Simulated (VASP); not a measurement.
# A VASP study of HfC (PBEsol): structure first, properties next

Aim: relax HfC, then compute properties on the relaxed cell. The steps: relaxing cell and atoms (PBEsol), second relaxation, single point with fields (PBEsol), bands along the symmetry lines (PBEsol), density of states (PBEsol), volume scan with PBEsol, fit for PBEsol and independent-particle dielectric function (PBEsol). The start is a cell from a database of measured crystal structures.

Calculated with VASP 6.6.1; PBEsol; plane waves and PAW (Hf_pv, C).

The database entry behind the starting cell differs from later determinations by our own check (about 0.2 % long), so it need not match the best structure at ambient conditions.

## Step 1: Starting point

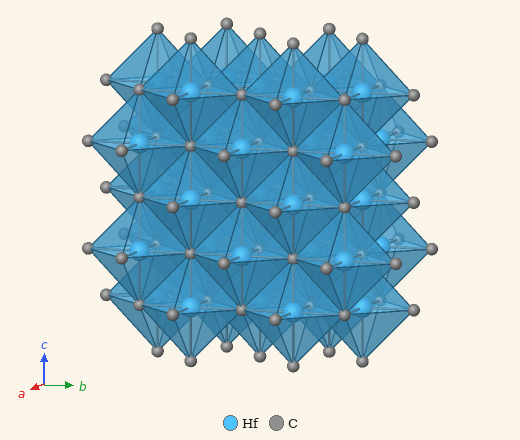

The cell as given, slightly off an axis (hafnium blue, carbon grey). 1×2×2 cells are drawn. This picture shows the conventional cell, with its axes. Some periodic images of atoms are drawn too.

## Step 2: Relaxing cell and atoms (PBEsol)

Properties are meant for the cell that this level of theory prefers, so cell and atoms are relaxed first (ISIF = 3) until forces and stress are small; EDIFFG sets the threshold. PBEsol restores the gradient expansion of exchange and is tuned for the cells of solids.

INCAR reads:

```
SYSTEM = HfC
PREC = Accurate
ENCUT = 520
EDIFF = 1E-06
NELM = 100
ISMEAR = 0
SIGMA = 0.05
LREAL = .FALSE.
ALGO = Normal
GGA = PS
NBANDS = 13
LASPH = .TRUE.
LORBIT = 11
LWAVE = .FALSE.
LCHARG = .FALSE.
KPAR = 2
IBRION = 2
NSW = 60
ISIF = 3
EDIFFG = -0.01
```

POSCAR reads:

```
HfC
1.0
    0.0000000000      2.3250000000      2.3250000000
    2.3250000000      0.0000000000      2.3250000000
    2.3250000000      2.3250000000      0.0000000000
Hf C
1 1
Direct
    0.5000000000      0.5000000000      0.5000000000
    0.0000000000      0.0000000000      0.0000000000
```

KPOINTS reads:

```
Automatic mesh
0
Gamma
8 8 8
0 0 0
```

Potentials, in the order of the species: Hf_pv and C (PBE family, release 64).

The run is started by

```console
$ mpirun -np 2 vasp_std
```

The log of the run:

```text
[banner, memory and clock lines left out]
running    2 mpi-ranks, on    1 nodes
 distrk:  each k-point on    1 cores,    2 groups
 distr:  one band on    1 cores,    1 groups

 POSCAR found type information on POSCAR HfC
 POSCAR found :  2 types and       2 ions
|                                                                             |
|               ----> ADVICE to this user running VASP <----                  |
|                                                                             |
|     You enforced a specific xc type in the INCAR file but a different       |
|     [... a line on the potential file left out ...]
|     I HOPE YOU KNOW WHAT YOU ARE DOING!                                     |
|                                                                             |

 LDA part: xc-table for (Slater+PW92), standard interpolation
 POSCAR, INCAR and KPOINTS ok, starting setup
 FFT: planning ... GRIDC
 FFT: planning ... GRID_SOFT
 FFT: planning ... GRID
 WAVECAR not read
 entering main loop
       N       E                     dE             d eps       ncg     rms          rms(c)
DAV:   1     0.199249663464E+02    0.19925E+02   -0.79265E+03   754   0.106E+03
DAV:   2    -0.234213496952E+02   -0.43346E+02   -0.40582E+02   975   0.201E+02
DAV:   3    -0.250758592669E+02   -0.16545E+01   -0.16467E+01   935   0.284E+01
DAV:   4    -0.250844048499E+02   -0.85456E-02   -0.85449E-02   849   0.246E+00
DAV:   5    -0.250844679551E+02   -0.63105E-04   -0.63104E-04   915   0.190E-01    0.580E+01
DAV:   6    -0.222516551799E+02    0.28328E+01   -0.12202E+01   854   0.185E+01    0.413E+01
DAV:   7    -0.221936907500E+02    0.57964E-01   -0.55680E-01   834   0.530E+00    0.238E+01
DAV:   8    -0.221822388246E+02    0.11452E-01   -0.69770E-02   894   0.205E+00    0.532E+00
DAV:   9    -0.221759255319E+02    0.63133E-02   -0.28567E-02   879   0.920E-01    0.188E+00
DAV:  10    -0.221754603868E+02    0.46515E-03   -0.19286E-03   917   0.320E-01    0.529E-02
DAV:  11    -0.221754566715E+02    0.37153E-05   -0.87440E-05   834   0.845E-02    0.142E-02
DAV:  12    -0.221754559477E+02    0.72384E-06   -0.35833E-06   924   0.154E-02
   1 F= -.22175456E+02 E0= -.22175131E+02  d E =-.221755E+02
 curvature:   0.00 expect dE= 0.000E+00 dE for cont linesearch  0.000E+00
 trial: gam= 0.00000 g(F)=  0.479E-60 g(S)=  0.861E-01 ort = 0.000E+00 (trialstep = 0.100E+01)
 search vector abs. value=  0.861E-01
 bond charge predicted
       N       E                     dE             d eps       ncg     rms          rms(c)
DAV:   1    -0.223977081951E+02   -0.22225E+00   -0.70227E+00   754   0.229E+01    0.853E+00
DAV:   2    -0.222112018072E+02    0.18651E+00   -0.22768E-01   809   0.445E+00    0.466E+00
DAV:   3    -0.221399675077E+02    0.71234E-01   -0.19382E-01   809   0.366E+00    0.289E+00
DAV:   4    -0.221405880826E+02   -0.62057E-03   -0.29980E-03   889   0.500E-01    0.359E+00
DAV:   5    -0.221396679648E+02    0.92012E-03   -0.14727E-03   982   0.259E-01    0.103E-01
DAV:   6    -0.221396640312E+02    0.39337E-05   -0.44545E-05   824   0.571E-02    0.880E-02
DAV:   7    -0.221396642342E+02   -0.20306E-06   -0.94745E-07   646   0.899E-03
   2 F= -.22139664E+02 E0= -.22139306E+02  d E =0.357917E-01
[...]
3 F= -.22191422E+02 E0= -.22190984E+02  d E =-.159663E-01
 curvature:  -0.17 expect dE=-0.133E-04 dE for cont linesearch -0.133E-04
 ZBRENT: interpolating
 opt :   0.3722  next Energy=   -22.191435 (dE=-0.160E-01)
 bond charge predicted
       N       E                     dE             d eps       ncg     rms          rms(c)
DAV:   1    -0.221914465224E+02   -0.24222E-04   -0.60187E-04   754   0.210E-01    0.768E-02
DAV:   2    -0.221914250574E+02    0.21465E-04   -0.23464E-05   819   0.448E-02    0.405E-02
DAV:   3    -0.221914173471E+02    0.77103E-05   -0.20609E-05   819   0.366E-02    0.281E-02
DAV:   4    -0.221914174031E+02   -0.56065E-07   -0.25726E-07   422   0.473E-03
   4 F= -.22191417E+02 E0= -.22190977E+02  d E =-.159615E-01
 curvature:  -0.16 expect dE=-0.438E-05 dE for cont linesearch -0.438E-05
 trial: gam= 0.00000 g(F)=  0.444E-60 g(S)=  0.266E-04 ort =-0.151E-02 (trialstep = 0.874E+00)
 search vector abs. value=  0.266E-04
 reached required accuracy - stopping structural energy minimisation
```

It took 13 s on 2 MPI ranks of AMD EPYC 7R43, shared host; peak memory 0.23 GiB.

Lines that name or quote the potential files are left out of all logs, and their timing lines are given in words.

OUTCAR, selected parts (step 2):

```text
ion  position               nearest neighbor table
   1  0.500  0.500  0.500-   2 2.33   2 2.33   2 2.33   2 2.33   2 2.33   2 2.33
   2  0.000  0.000  0.000-   1 2.33   1 2.33   1 2.33   1 2.33   1 2.33   1 2.33

  LATTYP: Found a face centered cubic cell.
 ALAT       =     4.6500000000

 Subroutine GETGRP returns: Found 48 space group operations
 (whereof 48 operations were pure point group operations)

The static configuration has the point symmetry O_h .

 Found     29 irreducible k-points:

   k-points           NKPTS =     29   k-points in BZ     NKDIM =     29   number of bands    NBANDS=     13

   dimension x,y,z NGX =    24 NGY =   24 NGZ =   24
   dimension x,y,z NGXF=    48 NGYF=   48 NGZF=   48

   ENCUT  =  520.0 eV  38.22 Ry    6.18 a.u.   6.11  6.11  6.11*2*pi/ulx,y,z

   NELECT =      14.0000    total number of electrons

 k-points in reciprocal lattice and weights: Automatic mesh
   0.00000000  0.00000000  0.00000000       0.002
   0.12500000  0.00000000  0.00000000       0.016
   0.25000000  0.00000000  0.00000000       0.016
   0.37500000  0.00000000  0.00000000       0.016
   0.50000000  0.00000000  0.00000000       0.008
   0.12500000  0.12500000  0.00000000       0.012
   0.25000000  0.12500000  0.00000000       0.047
   0.37500000  0.12500000  0.00000000       0.047
   0.50000000  0.12500000  0.00000000       0.047
[...]
-0.37500000  0.50000000  0.12500000       0.023
  -0.25000000  0.50000000  0.25000000       0.012

 average (electrostatic) potential at core
       1 -34.8856       2 -47.6220

 E-fermi :   5.9857

 k-point     1 :       0.0000    0.0000    0.0000
  band No.  band energies     occupation
      1     -23.3237      2.00000
      2     -23.3237      2.00000
      3     -23.3237      2.00000
      4      -6.4023      2.00000
      5       7.0807      0.00000
      6       7.0807      0.00000
      7       7.0807      0.00000
      8       7.3860      0.00000
      9       7.3860      0.00000
    ...

 k-point     2 :       0.1250    0.0000    0.0000
  band No.  band energies     occupation
    ...
      3     -23.3350      2.00000
      4      -5.9942      2.00000
      5       5.2056      2.00000
      6       5.7050      2.00000
      7       5.7050      2.00000
      8       7.9710      0.00000
      9       7.9710      0.00000
     10       8.3703      0.00000
     11      11.1199      0.00000
     12      11.1199      0.00000
    ...

 k-point     3 :       0.2500    0.0000    0.0000
  band No.  band energies     occupation
    ...
      3     -23.3622      2.00000
      4      -4.8996      2.00000
      5       2.9471      2.00000
      6       4.2194      2.00000
      7       4.2194      2.00000
      8       9.0778      0.00000
      9       9.1124      0.00000
     10       9.1124      0.00000
     11      13.8095      0.00000
     12      13.8095      0.00000
    ...

  Total        0.0191812      0.0191812      0.0191812      0.0000000      0.0000000      0.0000000
  in kB        1.2592404      1.2592404      1.2592404      0.0000000      0.0000000      0.0000000
  external PRESSURE =       1.2592404 kB  Pullay stress =       0.0000000 kB

  energy-cutoff  :      520.00
  volume of cell :       24.40
      direct lattice vectors                 reciprocal lattice vectors
    -0.000000000  2.302233738  2.302233738    -0.217180381  0.217180381  0.217180381
     2.302233738 -0.000000000  2.302233738     0.217180381 -0.217180381  0.217180381
     2.302233738  2.302233738 -0.000000000     0.217180381  0.217180381 -0.217180381

 POSITION                                       TOTAL-FORCE (eV/Angst)
 -----------------------------------------------------------------------------------
      2.30223      2.30223      2.30223        -0.000000     -0.000000      0.000000
     -0.00000      2.30223      2.30223         0.000000      0.000000     -0.000000
 -----------------------------------------------------------------------------------
    total drift:                               -0.000000     -0.000000      0.000000

  FREE ENERGIE OF THE ION-ELECTRON SYSTEM (eV)
  ---------------------------------------------------
  free  energy   TOTEN  =       -22.1914174031 eV

  energy  without entropy=      -22.1905364888  energy(sigma->0) =      -22.19097695

 reached required accuracy - stopping structural energy minimisation

 total charge
# of ion       s       p       d       tot
------------------------------------------
    1        0.319   6.661   1.729   8.709
    2        0.871   1.517   0.000   2.388
--------------------------------------------------
tot          1.190   8.178   1.729  11.097

[... 3 further parts left out ...]
```

CONTCAR:

```
HfC
   1.00000000000000
    -0.0000000000000000    2.3022337384315641    2.3022337384315641
     2.3022337384315641   -0.0000000000000000    2.3022337384315641
     2.3022337384315641    2.3022337384315641   -0.0000000000000000
  Hf              C
     1     1
Direct
     0.5000000000000000    0.5000000000000000    0.5000000000000000
     1.0000000000000000    0.0000000000000000    0.0000000000000000
```

The k-mesh is coarse for a metal. Harder data sets than Hf_pv exist (the GW ones), and pressures, volumes and forces can shift noticeably with them. The PAW data sets were made with PBE, which is usual practice but a small mismatch for other functionals. The run keeps the 48 symmetry operations of its start, so it cannot find a distortion of lower symmetry.

Relaxation path:

```
step  energy less that of the first step (eV)  largest force (eV/Å)  pressure (GPa)  volume (Å³)
   1                                   0.0000                0.0000           -6.95        25.14
   2                                   0.0358                0.0000           14.39        23.20
   3                                  -0.0160                0.0000           -0.21        24.42
   4                                  -0.0160                0.0000            0.13        24.40
```

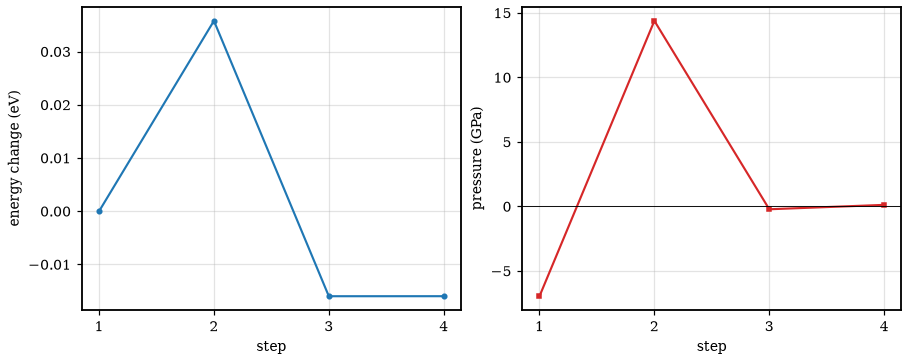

Energy and pressure along the relaxation.

```
conventional cell, symmetrised  before  after  change
                         a (Å)   4.650  4.604  -1.0 %
                         b (Å)   4.650  4.604  -1.0 %
                         c (Å)   4.650  4.604  -1.0 %
              volume (Å³/atom)   12.57  12.20  -2.9 %
```

The relaxed structure:

```xyz
2
Lattice="0.0000 2.3022 2.3022 2.3022 0.0000 2.3022 2.3022 2.3022 0.0000" Properties=species:S:1:pos:R:3 pbc="T T T"
Hf    2.3022    2.3022    2.3022
C     0.0000    0.0000    0.0000
```

Numbers from this step:

* electrons: 14
* bands: 13
* irreducible k-points: 29
* symmetry operations: 48
* free energy (TOTEN): -22.19 eV
* energy at zero smearing: -22.19 eV
* Fermi energy: 5.986 eV
* pressure: 0.1259 GPa
* metallic: yes
* SCF cycles over all ionic steps: 30

It ends with forces that vanish by symmetry and a pressure of 0.13 GPa. The volume lies -2.9 % from that of the database's start, which holds the thermal and zero-point expansion of its experiment.

## Step 3: Second relaxation

The basis stayed that of the start cell while the cell moved. A rerun from the cell reached resets it; the error of the finite cutoff stays.

INCAR is that of step 2.

POSCAR reads:

```
HfC
1.0
    0.0000000000      2.3022337384      2.3022337384
    2.3022337384      0.0000000000      2.3022337384
    2.3022337384      2.3022337384      0.0000000000
Hf C
1 1
Direct
    0.5000000000      0.5000000000      0.5000000000
    0.0000000000      0.0000000000      0.0000000000
```

KPOINTS is that of step 2.

The run is started by

```console
$ mpirun -np 2 vasp_std
```

The log of the run:

```text
[banner, memory and clock lines left out]
running    2 mpi-ranks, on    1 nodes
 distrk:  each k-point on    1 cores,    2 groups
 distr:  one band on    1 cores,    1 groups

 POSCAR found type information on POSCAR HfC
 POSCAR found :  2 types and       2 ions
 [... a notice as in an earlier step ...]

 LDA part: xc-table for (Slater+PW92), standard interpolation
 POSCAR, INCAR and KPOINTS ok, starting setup
 FFT: planning ... GRIDC
 FFT: planning ... GRID_SOFT
 FFT: planning ... GRID
 WAVECAR not read
 entering main loop
       N       E                     dE             d eps       ncg     rms          rms(c)
DAV:   1     0.207151395937E+02    0.20715E+02   -0.79746E+03   754   0.107E+03
DAV:   2    -0.236065226428E+02   -0.44322E+02   -0.41822E+02   979   0.202E+02
DAV:   3    -0.250648170978E+02   -0.14583E+01   -0.14535E+01   909   0.275E+01
DAV:   4    -0.250718330806E+02   -0.70160E-02   -0.70152E-02   839   0.232E+00
DAV:   5    -0.250718842356E+02   -0.51155E-04   -0.51151E-04   917   0.175E-01    0.611E+01
DAV:   6    -0.222501145658E+02    0.28218E+01   -0.11933E+01   854   0.185E+01    0.431E+01
DAV:   7    -0.222068581261E+02    0.43256E-01   -0.57660E-01   844   0.525E+00    0.238E+01
DAV:   8    -0.221968248571E+02    0.10033E-01   -0.56028E-02   914   0.183E+00    0.481E+00
DAV:   9    -0.221916582525E+02    0.51666E-02   -0.24986E-02   884   0.844E-01    0.180E+00
DAV:  10    -0.221911797027E+02    0.47855E-03   -0.19148E-03   927   0.319E-01    0.527E-02
DAV:  11    -0.221911767650E+02    0.29377E-05   -0.83265E-05   839   0.837E-02    0.136E-02
DAV:  12    -0.221911760657E+02    0.69924E-06   -0.35373E-06   924   0.153E-02
   1 F= -.22191176E+02 E0= -.22190735E+02  d E =-.221912E+02
 curvature:   0.00 expect dE= 0.000E+00 dE for cont linesearch  0.000E+00
 trial: gam= 0.00000 g(F)=  0.365E-60 g(S)=  0.211E-04 ort = 0.000E+00 (trialstep = 0.100E+01)
 search vector abs. value=  0.211E-04
 reached required accuracy - stopping structural energy minimisation
```

Elapsed: 5.4 s, on 2 MPI ranks; peak memory 0.22 GiB.

OUTCAR, selected parts (step 3):

```text
  LATTYP: Found a face centered cubic cell.
 ALAT       =     4.6044674768

The static configuration has the point symmetry O_h .

 Found     29 irreducible k-points:

   ENCUT  =  520.0 eV  38.22 Ry    6.18 a.u.   6.05  6.05  6.05*2*pi/ulx,y,z

   NELECT =      14.0000    total number of electrons

 E-fermi :   5.9861

 k-point     1 :       0.0000    0.0000    0.0000
  band No.  band energies     occupation
      1     -23.3236      2.00000
      2     -23.3236      2.00000
      3     -23.3236      2.00000
      4      -6.4020      2.00000
      5       7.0812      0.00000
      6       7.0812      0.00000
      7       7.0812      0.00000
      8       7.3860      0.00000
      9       7.3860      0.00000
    ...

 k-point     2 :       0.1250    0.0000    0.0000
  band No.  band energies     occupation
    ...
      3     -23.3349      2.00000
      4      -5.9938      2.00000
      5       5.2059      2.00000
      6       5.7054      2.00000
      7       5.7054      2.00000
      8       7.9711      0.00000
      9       7.9711      0.00000
     10       8.3706      0.00000
     11      11.1202      0.00000
     12      11.1202      0.00000
    ...

  Total        0.0170687      0.0170687      0.0170687      0.0000000      0.0000000      0.0000000
  in kB        1.1205514      1.1205514      1.1205514      0.0000000      0.0000000      0.0000000
  external PRESSURE =       1.1205514 kB  Pullay stress =       0.0000000 kB

  energy-cutoff  :      520.00
  volume of cell :       24.40
      direct lattice vectors                 reciprocal lattice vectors
     0.000000000  2.302233738  2.302233738    -0.217180381  0.217180381  0.217180381
     2.302233738  0.000000000  2.302233738     0.217180381 -0.217180381  0.217180381
     2.302233738  2.302233738  0.000000000     0.217180381  0.217180381 -0.217180381

 POSITION                                       TOTAL-FORCE (eV/Angst)
 -----------------------------------------------------------------------------------
      2.30223      2.30223      2.30223         0.000000      0.000000      0.000000
      0.00000      0.00000      0.00000        -0.000000     -0.000000     -0.000000
 -----------------------------------------------------------------------------------
    total drift:                                0.000000     -0.000000      0.000000

  FREE ENERGIE OF THE ION-ELECTRON SYSTEM (eV)
  ---------------------------------------------------
  free  energy   TOTEN  =       -22.1911760657 eV

  energy  without entropy=      -22.1902948388  energy(sigma->0) =      -22.19073545

[... 6 parts as in an earlier step ...]

[... 6 further parts left out ...]
```

CONTCAR:

```
HfC
   1.00000000000000
     0.0000000000000000    2.3022337384000000    2.3022337384000000
     2.3022337384000000    0.0000000000000000    2.3022337384000000
     2.3022337384000000    2.3022337384000000    0.0000000000000000
  Hf              C
     1     1
Direct
     0.5000000000000000    0.5000000000000000    0.5000000000000000
     0.0000000000000000    0.0000000000000000    0.0000000000000000
```

Little changed from the start: no atom moved by 0.005 Å and no cell edge by 0.1 %.

This step gave:

| Item | Value |
| --- | --- |
| pressure | 0.1121 GPa |
| SCF cycles over all ionic steps | 12 |

It ends with forces that vanish by symmetry and a pressure of 0.11 GPa. The volume moved by under 0.01 %: the run met its threshold at the first step.

[end of part 1 of 4]

[Lines on the potential files, build, host, timing and source positions are cut from VASP's logs without a mark.]

[Logs are printed without paths, hosts, clocks, repeated set-up lines and the standing remarks that a program may print on its own settings, such as how far it seeks lower states.]

[Hosts, paths, dates, database ids (printed as entryN), source tags and the programs' standing remarks are cut or masked in the printed files.]

[A measured line is paired with the nearest computed mode of its activity, which favours agreement.]
